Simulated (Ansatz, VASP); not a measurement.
# MoS2: VASP beside Ansatz, part 2 of 2

Aim: how closely do two programs agree when they are given the same cell, functional and k mesh? The cell is generated by rule, not measured, and may not be a known phase. The cell comes out of the VASP series on this material, whose earlier steps may have relaxed, scaled or displaced it; both programs get it as it stands.

VASP 6.6.1 and Ansatz 0.2.0.

So far. Step 2 (VASP: band structure, PBE, spin-orbit coupling): The run ends at a pressure of -6.65 GPa.

The structure was built from a prototype and need not be the compound's stable phase.

**3. Ansatz: band structure, PBE, spin-orbit coupling**

Level of this step: Ansatz beside VASP: Kohn-Sham DFT, plane waves, PBE, spin-orbit coupling (Ansatz).

Ansatz runs on its fully relativistic PAW (standard-fr) files.

The same cell, functional, mesh and smearing now go to Ansatz, which takes its cutoff from its data sets.

The input, input.yaml:

```yaml
crystal:
  lattice:
    - [0.0, 2.99021, 2.99021]
    - [2.99021, 0.0, 2.99021]
    - [2.99021, 2.99021, 0.0]
  atoms:
    - { symbol: Mo, position: [0.0, 0.0, 0.0] }
    - { symbol: S, position: [0.25, 0.25, 0.25] }
    - { symbol: S, position: [0.75, 0.75, 0.75] }
hamiltonian:
  xc: pbe
  pseudopotentials: { kind: paw_fr }
magnetization:
  noncollinear: true
  spin_orbit: true
kpoints:
  mp_grid: { grid: [8, 8, 8] }
  band_path:
    path:
      - [0.0, 0.0, 0.0]
      - [0.16667, 0.0, 0.16667]
      - [0.33333, 0.0, 0.33333]
      - [0.5, 0.0, 0.5]
      - [0.5, 0.08333, 0.58333]
      - [0.5, 0.18333, 0.68333]
      - [0.5, 0.25, 0.75]
      - [0.45, 0.3, 0.75]
      - [0.40833, 0.34167, 0.75]
      - [0.35, 0.35, 0.7]
      - [0.225, 0.225, 0.45]
      - [0.075, 0.075, 0.15]
      - [0.03333, 0.03333, 0.03333]
      - [0.23333, 0.23333, 0.23333]
      - [0.4, 0.4, 0.4]
      - [0.51667, 0.46667, 0.51667]
      - [0.55833, 0.38333, 0.55833]
      - [0.60833, 0.28333, 0.60833]
      - [0.60833, 0.25, 0.64167]
      - [0.55833, 0.25, 0.69167]
      - [0.51667, 0.25, 0.73333]
      - [0.5, 0.3, 0.7]
      - [0.5, 0.38333, 0.61667]
      - [0.5, 0.48333, 0.51667]
      - [0.475, 0.475, 0.55]
      - [0.425, 0.425, 0.65]
      - [0.38333, 0.38333, 0.73333]
      - [0.59167, 0.18333, 0.59167]
      - [0.55, 0.1, 0.55]
      - [0.5, 0.0, 0.5]
    npoints: 1
scf:
  occupations: { method: gaussian, width: 0.02 }
  n_extra_bands: 14
output:
  forces: true
  stress: true
  eigenvalues: true
  write_density: true
  write_potential: true
  elf: true
  volumetric_format: npy
```

Started as:

```bash
> ansatz run input.yaml --threads 2 --pin off --max-ram 4608MiB --backend cpu --events-out ev --progress --plain --runs-dir out
```

Numbers of over 12 decimals in the logs are rounded to 6 here.

Log:

```text
scf.n_extra_bands = 14 over 26 filled bands (N_el = 26.0): the run solves 40 bands
Engine: ansatz 0.2.0, x86_64-unknown-linux-gnu
Pseudopotentials: kind: paw_fr
Pseudopotential: Mo, paw_fr, valence charge 14, recommended cutoff 420 eV (normal), Mo.paw.azcp#standard-fr
Pseudopotential: S, paw_fr, valence charge 6, recommended cutoff 420 eV (normal), S.paw.azcp#standard-fr
Functional definition: PBE
  parameter kappa = 0.804
  parameter beta = 0.066725
  exchange = pbe_x(kappa = kappa, mu = beta*pi^2/3)
  correlation = pbe_c(beta = beta)
non-collinear run that drives no moment, with spin-orbit: no starting moment large enough to seed its density (crystal.atoms[].spin), no starting occupations that ask for one, no magnetisation constraint and no magnetic field, so the semilocal B_xc is pinned to zero
Crystal: 3 atoms, lattice volume = 53.473 Å³
Basis set: ecut = 420 eV, 1037 PW (Γ), exchange–correlation on 60×60×60 points (8 copies of the dense FFT grid, shifted against one another)
Bands: 40, of which v1, the nominal top of the filled ones, is band 26 counted from 1 (25 counted from 0)
Symmetry: 48 space group operations + 48 with time reversal
Magnetic group: BNS 225.117 (UNI 1619), of the structure as read, at distance tolerance 3.8e-5 Å
k-points: 29 of 512
Projection manifold: j_resolved (fully-relativistic pseudo-atomic orbitals)
Non-local potential: Mo, projectors of the file, l = 0: 3, l = 1: 4, l = 2: 4, l = 3: 2
Non-local potential: S, projectors of the file, l = 0: 2, l = 1: 4, l = 2: 4
PAW form: soft (Blöchl's): semilocal exchange-correlation on the pseudo side does not see the compensation charge
PAW one-centre angular grid: Mo, 590 points (default); XC on 64 Gauss nodes
PAW one-centre angular grid: S, 110 points (default); XC on 64 Gauss nodes
Initial density: superposition of atomic densities (chi_scale 0.1, normalization cell, long waves kept (reshape's long-wave potential 0.00 eV rms))
Initial wavefunctions: pseudopotential atomic-orbital guess
Functional: x = pbe(κ = 0.804, μ = 0.219515), c = pbe(β = 0.066725)
SCF iter   1: F=—  HF=-6762.390282 eV  |F-HF|=—  |Δ(HF+E_count)|=         —  Δρ=7.31e-2  dr2=4.68e0  dr2_m=0.00e0 (ungated)  ethr=3.10e-3  |M|=0.00e0 ∫|m|=0.00e0 μB  |m|>n=0.0e0 m-floor=0.0e0 τ_xc=0.0e0  β_m=0.30  ⟨swp⟩=6.4  Hψ=2763  notcnv=0  defer=70
preconditioner: auto → none  [insulator: Δε(μ)=0.027 eV  Ē_g=10.064 eV  σ=0.020 eV  W_gap=0.57  n_scr=14 (ndim 8)  ℏωp=21.5 eV  f_vac=0.000  D(μ)=9.70/eV (n_scr^D=168)  ε∞_Penn≈5.6]
SCF iter   2: F=—  HF=-6762.224261 eV  |F-HF|=—  |Δ(HF+E_count)|=   1.66e-1  Δρ=6.38e-2  dr2=3.97e0  dr2_m=0.00e0 (ungated)  ethr=3.10e-3  |M|=0.00e0 ∫|m|=0.00e0 μB  |m|>n=0.0e0 m-floor=0.0e0 τ_xc=0.0e0  β_m=0.23  ⟨swp⟩=3.0  Hψ=1270  notcnv=0  defer=166
preconditioner: auto → Kerker (q_TF=auto, 2.419 Å⁻¹)  [metal: Δε(μ)=0.007 eV  Ē_g=9.559 eV  σ=0.020 eV  W_gap=0.19  n_scr=14 (ndim 8)  ℏωp=21.5 eV  f_vac=0.003  D(μ)=7.78/eV (n_scr^D=112)]
spin=Noncollinear: Kerker preconditioning applied to the charge; magnetization (m_x, m_y, m_z) channels mix plain (no charge-response kernel on spin).
SCF iter   3: F=—  HF=-6761.696685 eV  |F-HF|=—  |Δ(HF+E_count)|=   5.28e-1  Δρ=2.47e-2  dr2=1.91e-1  dr2_m=0.00e0 (ungated)  ethr=3.10e-3  |M|=0.00e0 ∫|m|=0.00e0 μB  |m|>n=0.0e0 m-floor=0.0e0 τ_xc=0.0e0  β_m=0.39  ⟨swp⟩=2.7  Hψ=1070  notcnv=0  defer=182
SCF iter   4: F=—  HF=-6761.700513 eV  |F-HF|=—  |Δ(HF+E_count)|=   3.83e-3  Δρ=1.58e-2  dr2=2.09e-1  dr2_m=0.00e0 (ungated)  ethr=7.34e-4  |M|=0.00e0 ∫|m|=0.00e0 μB  |m|>n=0.0e0 m-floor=0.0e0 τ_xc=0.0e0  β_m=0.48  ⟨swp⟩=2.3  Hψ=820  notcnv=0  defer=182
SCF iter   5: F=—  HF=-6761.675950 eV  |F-HF|=—  |Δ(HF+E_count)|=   2.46e-2  Δρ=3.05e-3  dr2=8.14e-3  dr2_m=0.00e0 (ungated)  ethr=7.34e-4  |M|=0.00e0 ∫|m|=0.00e0 μB  |m|>n=0.0e0 m-floor=0.0e0 τ_xc=0.0e0  β_m=0.74  ⟨swp⟩=2.0  Hψ=625  notcnv=0  defer=178
SCF iter   6: F=—  HF=-6761.676911 eV  |F-HF|=—  |Δ(HF+E_count)|=   9.61e-4  Δρ=1.22e-3  dr2=1.12e-3  dr2_m=0.00e0 (ungated)  ethr=3.13e-5  |M|=0.00e0 ∫|m|=0.00e0 μB  |m|>n=0.0e0 m-floor=0.0e0 τ_xc=0.0e0  β_m=0.72  ⟨swp⟩=2.1  Hψ=856  notcnv=0  defer=186
SCF iter   7: F=—  HF=-6761.677255 eV  |F-HF|=—  |Δ(HF+E_count)|=   3.44e-4  Δρ=8.21e-4  dr2=4.95e-4  dr2_m=0.00e0 (ungated)  ethr=4.29e-6  |M|=0.00e0 ∫|m|=0.00e0 μB  |m|>n=0.0e0 m-floor=0.0e0 τ_xc=0.0e0  β_m=0.86  ⟨swp⟩=2.2  Hψ=721  notcnv=0  defer=186
SCF iter   8: F=—  HF=-6761.677429 eV  |F-HF|=—  |Δ(HF+E_count)|=   1.74e-4  Δρ=3.61e-4  dr2=1.05e-4  dr2_m=0.00e0 (ungated)  ethr=1.91e-6  |M|=0.00e0 ∫|m|=0.00e0 μB  |m|>n=0.0e0 m-floor=0.0e0 τ_xc=0.0e0  β_m=0.93  ⟨swp⟩=2.0  Hψ=633  notcnv=0  defer=186
SCF iter   9: F=—  HF=-6761.677460 eV  |F-HF|=—  |Δ(HF+E_count)|=   3.01e-5  Δρ=9.24e-5  dr2=7.70e-6  dr2_m=0.00e0 (ungated)  ethr=4.05e-7  |M|=0.00e0 ∫|m|=0.00e0 μB  |m|>n=0.0e0 m-floor=0.0e0 τ_xc=0.0e0  β_m=0.97  ⟨swp⟩=2.0  Hψ=637  notcnv=0  defer=186
SCF iter  10: F=—  HF=-6761.677458 eV  |F-HF|=—  |Δ(HF+E_count)|=   1.77e-6  Δρ=8.68e-6  dr2=6.52e-8  dr2_m=0.00e0 (ungated)  ethr=3.85e-10  |M|=0.00e0 ∫|m|=0.00e0 μB  |m|>n=0.0e0 m-floor=0.0e0 τ_xc=0.0e0  β_m=0.98  ⟨swp⟩=14.3  Hψ=4426  notcnv=0
SCF iter  11: F=-6761.677458 eV  HF=-6761.677458 eV  |F-HF|=1.88e-9  |Δ(HF+E_count)|=   9.59e-9  Δρ=1.68e-6  dr2=2.09e-9  dr2_m=0.00e0 (ungated)  ethr=2.51e-10  |M|=0.00e0 ∫|m|=0.00e0 μB  |m|>n=0.0e0 m-floor=0.0e0 τ_xc=0.0e0  ⟨swp⟩=6.5  Hψ=3027  notcnv=0
SCF 1 converged in 11 iterations: F = -6761.677458 eV  dr2 = 2.09e-9
  greatest PAW one-centre occupation: 0.998 electrons in one spin orbital (limit 2), on the Mo atom at site 0 (counted from 0), in its partial waves of l = 0
NSCF: frozen V_eff on 30 k-points
SCF converged after 11 iterations
Magnetization: |M| = 0.0000 μB,  M = (+0.0000, +0.0000, +0.0000) μB
Absolute magnetization: 0.0000 μB (∫|m|)
  site 0: m = (+0.0000, +0.0000, +0.0000) μB, |m| = 0.0000 μB  (R = 1.07 Å)
  site 1: m = (+0.0000, +0.0000, +0.0000) μB, |m| = 0.0000 μB  (R = 1.07 Å)
  site 2: m = (+0.0000, +0.0000, +0.0000) μB, |m| = 0.0000 μB  (R = 1.07 Å)
Free energy (F): -6761.677458 eV
Harris-Foulkes:  -6761.677458 eV  (|F-HF|=1.88e-9)
Internal energy: -6761.676878 eV  (E = F + TS)
E sigma→0 (E₀):  -6761.677168 eV
Entropy (-TS):   -0.000580 eV (-0.193 meV/atom)
Fermi energy:    11.039901 eV
--- Per-component energies (eV) ---
  E_band       = -142.542126
  E_kinetic    = 651.366941
  E_local      = -1434.130615  (includes V_loc(G=0)·N_el)
  E_nonlocal   = 200.209678
  E_hartree    = 497.567619
  E_xc         = -375.938130
  E_vxc        = -401.669223  (∫ρ·V_xc dr)
  E_paw        = -4402.619609  (= ΣΔE_a)
  E_vpaw       = -153.455706  (= ΣTr[D̂ρ^β])
  E_aug_tail   = 0.000045  (compensation charges beyond the density's cutoff)
  E_ewald      = -1898.132808
  E_smearing   = -0.000580  (= −TS)
  E_closure    = 0.000000  (closes the sum)
  Σ components = -6761.677458   (vs F -6761.677458, Δ=0.00e0)
--- Forces (eV/Å), atoms counted from 1 ---
  atom   1  Mo     0.00000000    -0.00000000     0.00000000
  atom   2  S     -0.00000000     0.00000000     0.00000000
  atom   3  S     -0.00000000     0.00000000     0.00000000
  max |Σ_I F_I| component: 4.16e-17 eV/Å
--- Stress (GPa, compression-positive) ---
       -6.420254      -0.000000      -0.000000
        0.000000      -6.420254      -0.000000
       -0.000000       0.000000      -6.420254
  P = ⅓ Tr σ = -6.4203 GPa (-64.203 kbar)
--- Band table (eV; the first three rows and the last of 29) ---
  k-point 0: bands = [... 22 lower, 10.3851, 10.3851, 10.5372, 10.5372, 10.5372, 10.5372, 14.8662, 14.8662, ... 10 higher]
  k-point 1: bands = [... 22 lower, 9.9624, 9.9624, 11.0595, 11.0595, 11.1352, 11.1352, 13.8332, 13.8332, ... 10 higher]
  k-point 2: bands = [... 22 lower, 8.8608, 8.8608, 11.1976, 11.1976, 11.3000, 11.3000, 12.7932, 12.7932, ... 10 higher]
  k-point 28: bands = [... 22 lower, 10.9470, 10.9470, 11.4350, 11.4350, 11.5139, 11.5139, 12.7762, 12.7762, ... 10 higher]
```

Elapsed: 5.5 s, on 2 threads of Intel Xeon 6975P-C (Granite Rapids), shared host; peak memory 0.54 GiB; 11 s of CPU time.

Reading the cycles: dr2 is the Hartree energy of the density residual (eV), the measure of convergence; HF is the Harris–Foulkes estimate of the energy, which meets the free energy F at convergence.

**4. Side by side**

Known differences besides the PAW data sets themselves: spin-orbit coupling enters by fully relativistic files in Ansatz and inside the spheres in VASP; the cutoff is 420 eV in Ansatz and 400 eV in VASP. Total energies have different zeros and are not compared.

Both answers:

| quantity | Ansatz | VASP | difference |
| --- | --- | --- | --- |
| pressure (GPa) | -6.42 | -6.65 | +0.23 |

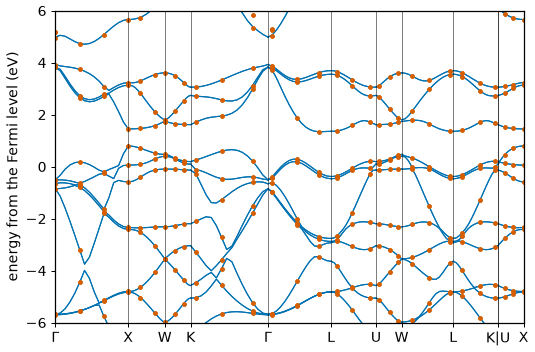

Bands from VASP (lines) and levels from Ansatz (dots). Dots without a line are higher empty bands that the VASP plot leaves out.

Levels from 3 eV below to 2 eV above the Fermi level differ by 2 meV r.m.s. and 4 meV at most; each VASP level is matched to the nearest of Ansatz, which flatters the figure a little.

**5. What came out**

* r.m.s. difference of levels near the Fermi level (band structure, PBE, spin-orbit coupling): 1.5 meV

What this shows: The r.m.s. difference of levels near the Fermi level is 1.5 meV (band structure, PBE, spin-orbit coupling), within the 80 meV picked in this series as the mark of a large difference. 1 further run on this material is not shown. How closely two codes agree says nothing of how well the functional describes the real material.

[Lines on the potential files, build, host, timing and source positions are cut from VASP's logs without a mark.]

[Logs are printed without paths, hosts, clocks, repeated set-up lines and the standing remarks that a program may print on its own settings, such as how far it seeks lower states.]

[Hosts, paths, dates, database ids (printed as entryN), source tags and the programs' standing remarks are cut or masked in the printed files.]
